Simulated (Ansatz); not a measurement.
Single-point calculation, with input and output: GaAs

GaAs (slab, 4 atoms in the cell), computed with DFT PBE+D3(BJ), scalar-relativistic, plane waves, PAW, PAW set soft_1, no spin polarisation (Ansatz 0.2.0).

The structure derives from an entry of the Crystallography Open Database. Figures and captions count atoms from 1; the log counts them from 0 in places.

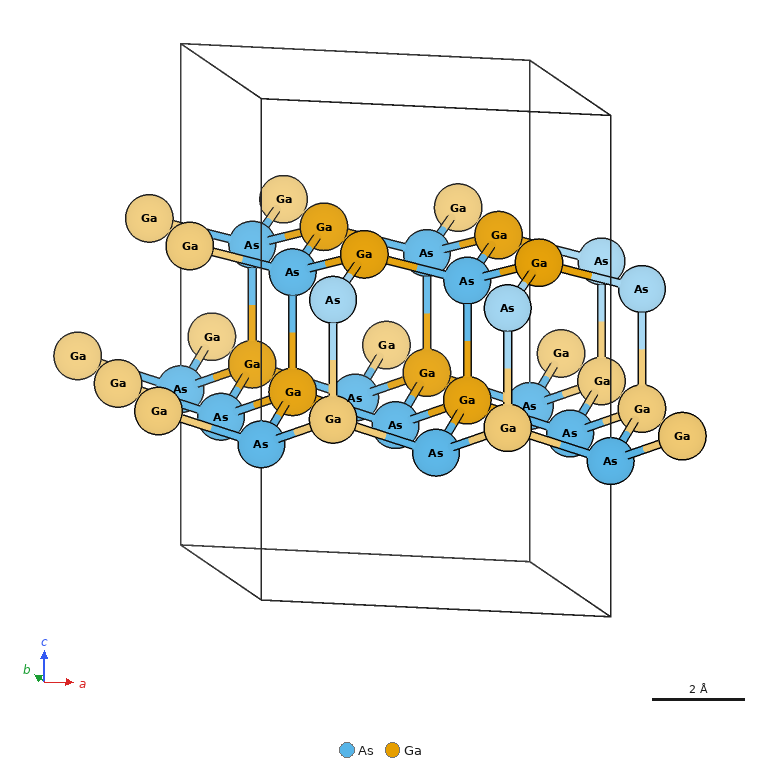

**Figure 1.** The structure (ball-and-stick view of the 2 × 2 repeat of the cell, with the vacuum cut short, seen slightly off an axis; neighbours outside the cell are drawn fainter). An atom can appear more than once, as a periodic image.

**Summary**

- outcome: converged
- electrons treated: 56
- free energy: −17279.1618 eV
- work function, top face: 3.21 eV
- work function, bottom face: 5.28 eV
- Fermi energy: −0.464 eV
- gap on the k-point mesh: 0.06 eV
- work function (upper face): 3.21 eV
- largest force (length of the vector): 0.483 eV/Å
- hardware: 1 thread of Arm Neoverse V2, 24 GiB of memory available, shared host
- wall time: 14 s
- peak memory: 0.44 GiB

**The input**
```yaml
crystal:
  lattice:
    - [4.0137031116, 0.0, 0.0]
    - [-2.0068515558, 3.4759688579, 0.0]
    - [0.0, 0.0, 21.4411958002]
  atoms:
    - { symbol: As, position: [0.0, 0.0, 0.1865567591] }
    - { symbol: Ga, position: [0.3333333333, 0.6666666667, 0.2247679543] }
    - { symbol: As, position: [0.3333333333, 0.6666666667, 0.3487431006] }
    - { symbol: Ga, position: [0.6666666667, 0.3333333333, 0.3796987759] }
basis:
  ecutwfc: 420
kpoints:
  mp_grid: { grid: [9, 9, 1] }
hamiltonian:
  xc: pbe
  pseudopotentials: { kind: paw, azcp: { folder: soft_1 } }
  dispersion: d3bj
scf:
  occupations: { method: gaussian, width: 0.05 }
output:
  forces: true
  eigenvalues: true
efield:
  axis: 3
  dipole_correction: true
  ramp_width: 0.04
```

Run as:
```bash
ansatz run input.yaml --threads 1 --pin off --max-ram 3072MiB --backend cpu --events-out ev --progress --plain --runs-dir out
```

**Output**
```
Engine: ansatz 0.2.0, aarch64-unknown-linux-gnu
Pseudopotentials: kind: paw
Pseudopotential: As, paw, valence charge 15, recommended cutoff 420 eV (normal), [file]
Pseudopotential: Ga, paw, valence charge 13, recommended cutoff 420 eV (normal), [file]
Functional definition: PBE
  parameter kappa = 0.804
  parameter beta = 0.06672455060314922
  exchange = pbe_x(kappa = kappa, mu = beta*pi^2/3)
  correlation = pbe_c(beta = beta)
Crystal: 4 atoms, lattice volume = 299.137 Å³
Basis set: ecut = 420 eV, 5891 PW (Γ), exchange–correlation on 54×54×288 points (8 copies of the dense FFT grid, shifted against one another)
Bands: 34, of which v1, the nominal top of the filled ones, is band 28 counted from 1 (27 counted from 0)
Symmetry: 6 space group operations
Space group: P3m1 (ITA 156), of the structure as read, at distance tolerance 6.7e-5 Å
k-points: 12 of 81 (time reversal used)
Non-local potential: As, projectors of the file, l = 0: 2, l = 1: 2, l = 2: 3, l = 3: 1
Non-local potential: Ga, projectors of the file, l = 0: 2, l = 1: 2, l = 2: 3, l = 3: 1
PAW form: soft (Blöchl's): semilocal exchange-correlation on the pseudo side does not see the compensation charge
PAW one-centre angular grid: As, 590 points (default); XC on 64 Gauss nodes
PAW one-centre angular grid: Ga, 590 points (default); XC on 64 Gauss nodes
Initial density: superposition of atomic densities (neutral atoms: chi_scale 0, normalization atom)
Initial wavefunctions: pseudopotential atomic-orbital guess
Functional: x = pbe(κ = 0.804, μ = 0.2195149727645171), c = pbe(β = 0.06672455060314922)
SCF iter   1: F=—  HF=-17279.894846 eV  |F-HF|=—  |Δ(HF+E_count)|=         —  Δρ=2.17e-2  dr2=4.50e0  ethr=3.10e-3  p=0.000 e·Å  D=3.67e-7 V/Å  ΔV_dip=-0.00 eV  dr2_dipole=1.16e0  V_vac-E_F(+/−)=5.81/5.81 eV  ⟨swp⟩=7.0  Hψ=1865  notcnv=0
efield: sawtooth ramp at fractional position 0.7631 (placed from the atoms, in the widest stretch of the axis that holds none; the zero of the levels goes with the place), width 0.0400; the density the first Hamiltonian is built on has a dipole p = 0.000 e·Å; the dipole correction subtracts the counter field D = 3.67e-7 V/Å, which shifts the + side's vacuum level by -0.00 eV against the − side's; the planar-averaged density in the ramp window peaks in size at 1.2e-6 e/Å³
preconditioner: auto → Resta (q_TF=auto, 2.064 Å⁻¹)  ε∞=1.9  [insulator: Δε(μ)=1.253 eV  Ē_g=13.746 eV  σ=0.050 eV  W_gap=1.00  n_scr=56 (ndim 8)  ℏωp=12.9 eV  f_vac=0.633  D(μ)=0.00/eV (n_scr^D=0)  ε∞_Penn≈1.9  vacuum switching on, ρ_ref=1.4e-2 e/Å³]
SCF iter   2: F=—  HF=-17283.450495 eV  |F-HF|=—  |Δ(HF+E_count)|=    3.56e0  Δρ=3.54e-2  dr2=8.44e1  ethr=3.10e-3  p=0.554 e·Å  D=3.35e-1 V/Å  ΔV_dip=-7.19 eV  dr2_dipole=3.31e1  V_vac-E_F(+/−)=0.78/7.97 eV  ⟨swp⟩=4.9  Hψ=864  notcnv=0  defer=21  recentre
preconditioner: auto → LDOS  [insulator: Δε(μ)=0.208 eV  Ē_g=13.594 eV  σ=0.050 eV  W_gap=0.75  n_scr=56 (ndim 8)  ℏωp=12.9 eV  f_vac=0.640  D(μ)=6.75/eV (n_scr^D=54)  ε∞_Penn≈1.9  β→1.0]
SCF iter   3: F=—  HF=-17279.650852 eV  |F-HF|=—  |Δ(HF+E_count)|=    3.80e0  Δρ=1.77e-2  dr2=3.10e0  ethr=3.10e-3  p=0.024 e·Å  D=1.46e-2 V/Å  ΔV_dip=-0.31 eV  dr2_dipole=8.20e-1  V_vac-E_F(+/−)=5.47/5.78 eV  ⟨swp⟩=5.0  Hψ=894  notcnv=0  defer=14
SCF iter   4: F=—  HF=-17279.315515 eV  |F-HF|=—  |Δ(HF+E_count)|=   3.35e-1  Δρ=1.19e-2  dr2=1.04e0  ethr=3.10e-3  p=0.108 e·Å  D=6.51e-2 V/Å  ΔV_dip=-1.40 eV  dr2_dipole=2.18e-1  V_vac-E_F(+/−)=4.42/5.82 eV  ⟨swp⟩=2.2  Hψ=550  notcnv=0  defer=20
SCF iter   5: F=—  HF=-17279.292839 eV  |F-HF|=—  |Δ(HF+E_count)|=   2.27e-2  Δρ=7.29e-3  dr2=2.86e0  ethr=1.85e-3  p=0.224 e·Å  D=1.35e-1 V/Å  ΔV_dip=-2.90 eV  dr2_dipole=1.04e0  V_vac-E_F(+/−)=2.76/5.66 eV  ⟨swp⟩=3.8  Hψ=743  notcnv=0  defer=19  recentre
SCF iter   6: F=—  HF=-17279.175375 eV  |F-HF|=—  |Δ(HF+E_count)|=   1.17e-1  Δρ=4.04e-3  dr2=8.60e-2  ethr=1.85e-3  p=0.154 e·Å  D=9.34e-2 V/Å  ΔV_dip=-2.00 eV  dr2_dipole=9.95e-3  V_vac-E_F(+/−)=3.51/5.52 eV  ⟨swp⟩=2.5  Hψ=550  notcnv=0  defer=21
SCF iter   7: F=—  HF=-17279.168287 eV  |F-HF|=—  |Δ(HF+E_count)|=   7.09e-3  Δρ=1.35e-3  dr2=1.06e-1  ethr=1.54e-4  p=0.177 e·Å  D=1.07e-1 V/Å  ΔV_dip=-2.29 eV  dr2_dipole=3.73e-2  V_vac-E_F(+/−)=3.10/5.39 eV  ⟨swp⟩=3.2  Hψ=538  notcnv=0  defer=21
SCF iter   8: F=—  HF=-17279.164206 eV  |F-HF|=—  |Δ(HF+E_count)|=   4.08e-3  Δρ=8.98e-4  dr2=4.73e-2  ethr=1.54e-4  p=0.173 e·Å  D=1.04e-1 V/Å  ΔV_dip=-2.24 eV  dr2_dipole=1.78e-2  V_vac-E_F(+/−)=3.10/5.34 eV  ⟨swp⟩=1.7  Hψ=408  notcnv=0  defer=19
SCF iter   9: F=—  HF=-17279.161781 eV  |F-HF|=—  |Δ(HF+E_count)|=   2.43e-3  Δρ=2.03e-4  dr2=8.45e-4  ethr=8.44e-5  p=0.164 e·Å  D=9.93e-2 V/Å  ΔV_dip=-2.13 eV  dr2_dipole=3.60e-4  V_vac-E_F(+/−)=3.16/5.29 eV  ⟨swp⟩=1.5  Hψ=434  notcnv=0  defer=19
SCF iter  10: F=—  HF=-17279.161812 eV  |F-HF|=—  |Δ(HF+E_count)|=   3.08e-5  Δρ=1.56e-4  dr2=7.77e-4  ethr=1.51e-6  p=0.161 e·Å  D=9.75e-2 V/Å  ΔV_dip=-2.09 eV  dr2_dipole=2.61e-4  V_vac-E_F(+/−)=3.19/5.28 eV  ⟨swp⟩=2.3  Hψ=558  notcnv=0  defer=19
SCF iter  11: F=—  HF=-17279.161757 eV  |F-HF|=—  |Δ(HF+E_count)|=   5.45e-5  Δρ=3.94e-5  dr2=3.34e-5  ethr=1.39e-6  p=0.159 e·Å  D=9.64e-2 V/Å  ΔV_dip=-2.07 eV  dr2_dipole=1.13e-5  V_vac-E_F(+/−)=3.21/5.28 eV  ⟨swp⟩=1.1  Hψ=389  notcnv=0  defer=19
SCF iter  12: F=—  HF=-17279.161783 eV  |F-HF|=—  |Δ(HF+E_count)|=   2.64e-5  Δρ=1.68e-5  dr2=7.08e-6  ethr=5.97e-8  p=0.160 e·Å  D=9.65e-2 V/Å  ΔV_dip=-2.07 eV  dr2_dipole=2.40e-6  V_vac-E_F(+/−)=3.21/5.28 eV  ⟨swp⟩=1.6  Hψ=405  notcnv=0  defer=19
SCF iter  13: F=—  HF=-17279.161783 eV  |F-HF|=—  |Δ(HF+E_count)|=   1.46e-7  Δρ=4.42e-6  dr2=1.96e-7  ethr=1.26e-8  p=0.160 e·Å  D=9.66e-2 V/Å  ΔV_dip=-2.07 eV  dr2_dipole=3.93e-8  V_vac-E_F(+/−)=3.21/5.28 eV  ⟨swp⟩=1.9  Hψ=434  notcnv=0  defer=19
SCF iter  14: F=-17279.161783 eV  HF=-17279.161783 eV  |F-HF|=5.49e-10  |Δ(HF+E_count)|=   3.88e-8  Δρ=1.10e-6  dr2=1.55e-8  ethr=1.79e-10  p=0.160 e·Å  D=9.66e-2 V/Å  ΔV_dip=-2.07 eV  dr2_dipole=2.65e-9  V_vac-E_F(+/−)=3.21/5.28 eV  ⟨swp⟩=14.0  Hψ=2164  notcnv=0
SCF 1 converged in 14 iterations: F = -17279.161783 eV  dr2 = 1.55e-8
  greatest PAW one-centre occupation: 0.999 electrons in one spin orbital (limit 2), on the As atom at site 0 (counted from 0), in its partial waves of l = 2
```

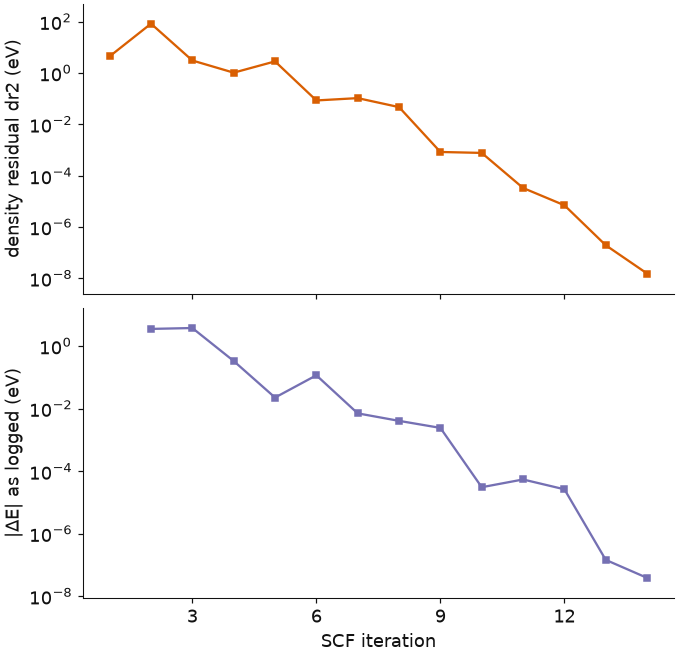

**Figure 2.** Convergence of the self-consistent field: density residual dr2 and size of the energy change against the SCF iteration. The residual falls unevenly and jumps up by a factor of two or more 2 times on the way down.

```
SCF converged after 14 iterations
Free energy (F): -17279.161783 eV
Harris-Foulkes:  -17279.161783 eV  (|F-HF|=5.49e-10)
Internal energy: -17279.160642 eV  (E = F + TS)
E sigma→0 (E₀):  -17279.161213 eV
Entropy (-TS):   -0.001141 eV (-0.285 meV/atom)
Fermi energy:    -0.463725 eV
Dipole field:    D = 0.096545 V/Å  (p = 0.159602 e·Å, saw-weighted, corrected)
Work function:   Φ+ = 3.2092 eV   Φ− = 5.2792 eV
Levels:          The Fermi level and band energies are counted from a zero that moves with the ramp; work functions are not
--- Per-component energies (eV) ---
  E_band       = -1124.025858
  E_kinetic    = 415.612830
  E_local      = -44192.165907  (includes V_loc(G=0)·N_el)
  E_nonlocal   = -975.623460
  E_hartree    = 22457.500408
  E_xc         = -266.016532
  E_vxc        = -257.173916  (∫ρ·V_xc dr)
  E_paw        = -8004.880248  (= ΣΔE_a)
  E_vpaw       = -1029.635085  (= ΣTr[D̂ρ^β])
  E_aug_tail   = -0.000428  (compensation charges beyond the density's cutoff)
  E_efield     = 0.007704  (sawtooth field / dipole correction)
  E_vefield    = -0.051682  (∫n·V_field dr)
  E_ewald      = 13287.244477
  E_disp       = -0.839485  (pairwise vdW)
  E_smearing   = -0.001141  (= −TS)
  E_closure    = 0.000000  (closes the sum)
  Σ components = -17279.161783   (vs F -17279.161783, Δ=0.00e0)
--- Forces (eV/Å), atoms counted from 1 ---
  atom   1  As     0.00000000    -0.00000000     0.48109043
  atom   2  Ga    -0.00000000    -0.00000000    -0.48326630
  atom   3  As     0.00000000    -0.00000000     0.01132038
  atom   4  Ga    -0.00000000    -0.00000000    -0.00909775
  max |Σ_I F_I| component: 4.68e-5 eV/Å
--- Band table (eV; the first three rows and the last of 12) ---
  k-point 0: bands = ["-36.6942", "-36.6858", "-36.6858", "-36.6778", "-36.6778", "-35.1975", "-35.1975", "-35.1924", "-35.1889", "-35.1889", "-16.3853", "-16.2984", "-16.2984", "-16.2354", "-16.2354", "-15.0619", "-14.9691", "-14.9691", "-14.9039", "-14.9039", "-13.3900", "-11.6482", "-5.8288", "-2.8184", "-2.1960", "-2.1960", "-0.4901", "-0.4901", "-0.4224", "0.5435", "1.4157", "2.8782", "2.9930", "2.9930"]
  k-point 1: bands = ["-36.6941", "-36.6858", "-36.6857", "-36.6778", "-36.6777", "-35.1975", "-35.1974", "-35.1924", "-35.1890", "-35.1889", "-16.3829", "-16.3023", "-16.2975", "-16.2370", "-16.2323", "-15.0585", "-14.9743", "-14.9687", "-14.9057", "-14.9008", "-13.2739", "-11.5322", "-5.8168", "-3.6069", "-2.5171", "-2.4249", "-1.4305", "-0.7086", "0.3119", "0.9118", "2.0966", "2.7636", "3.0780", "3.4170"]
  k-point 2: bands = ["-36.6938", "-36.6860", "-36.6857", "-36.6778", "-36.6774", "-35.1976", "-35.1971", "-35.1921", "-35.1890", "-35.1888", "-16.3794", "-16.3096", "-16.2957", "-16.2409", "-16.2236", "-15.0508", "-14.9868", "-14.9681", "-14.9101", "-14.8927", "-12.9422", "-11.2021", "-6.0710", "-4.8607", "-3.3263", "-2.8993", "-1.7315", "-1.1691", "0.2856", "1.1157", "2.3654", "3.1551", "3.7002", "4.1259"]
  k-point 11: bands = ["-36.6933", "-36.6861", "-36.6858", "-36.6773", "-36.6773", "-35.1973", "-35.1970", "-35.1916", "-35.1888", "-35.1888", "-16.3778", "-16.3128", "-16.2984", "-16.2451", "-16.2095", "-15.0327", "-15.0103", "-14.9735", "-14.9113", "-14.8815", "-11.7244", "-10.0191", "-7.9502", "-6.5868", "-5.2259", "-3.6385", "-3.0110", "-1.0320", "-0.4296", "2.2598", "3.2144", "4.1927", "4.6700", "5.4798"]
```

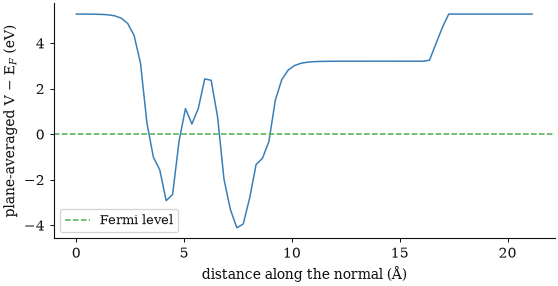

**Figure 3.** Plane average of the electrostatic potential energy of an electron across the cell, from the Fermi level. The vacuum level lies 3.21 eV above the Fermi level on the upper side and 5.28 eV on the lower.

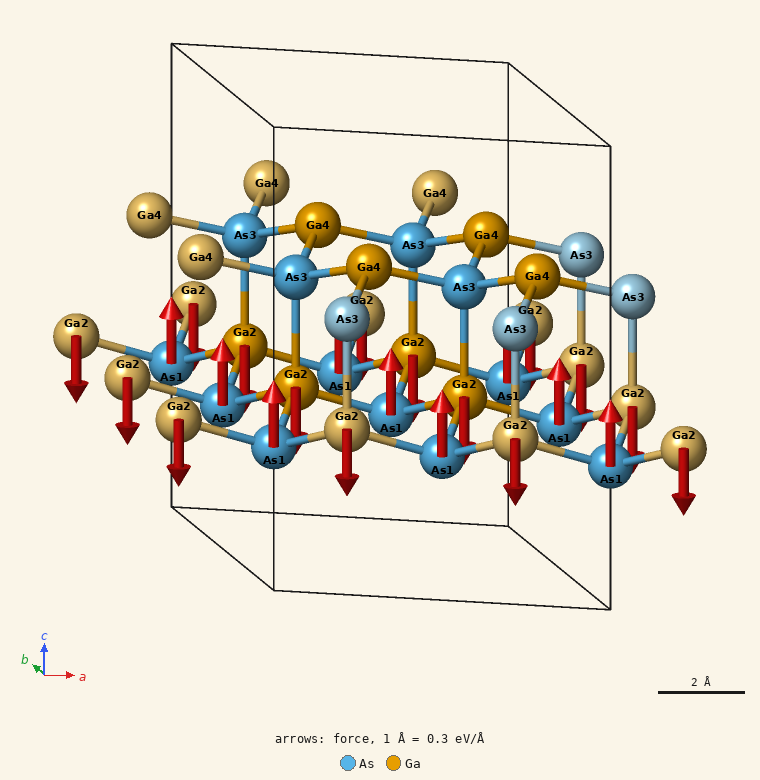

**Figure 4.** Forces on the atoms as red arrows (ball-and-stick view of the 2 × 2 repeat of the cell, with the vacuum cut short, seen slightly off an axis; neighbours outside the cell are drawn fainter; atoms are numbered from 1 in the order of the input); the smallest are left out. The largest act on Ga2 (0.48 eV/Å); As1 (0.48 eV/Å). The geometry is not a stationary point of this energy.
